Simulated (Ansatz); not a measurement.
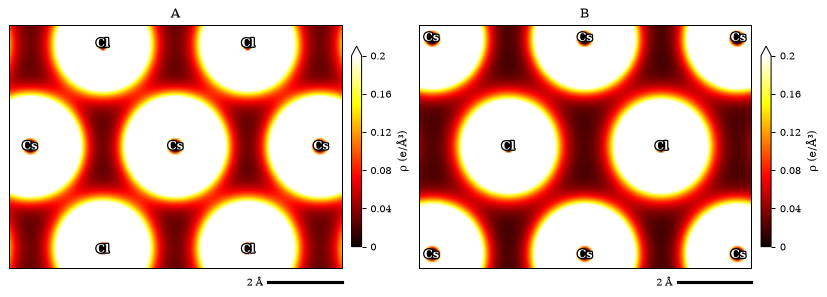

CsCl. The valence charge density (pseudo) of two cells that differ in size, on the (011) plane of each (indices in the axes of the calculation cell), at one length scale and on one colour scale: B has 36.5 Å³ an atom and A 31.2.

Space group Pm-3m.

All numbers below come from DFT r2SCAN, scalar-relativistic, plane waves, PAW (Ansatz).

Core electrons are frozen (PAW), and the valence fields are smoothed inside the atomic spheres.

What does the compression do to the bonding and the properties?

From the larger cell to the smaller, Cs–Cl goes from 3.62 to 3.44 Å, and the density at its midpoint from 0.06 to 0.09 e/Å³; the pressure goes from −0.5 to 3.3 GPa; the Kohn–Sham gap goes from 5.9 eV to 5.8 eV.
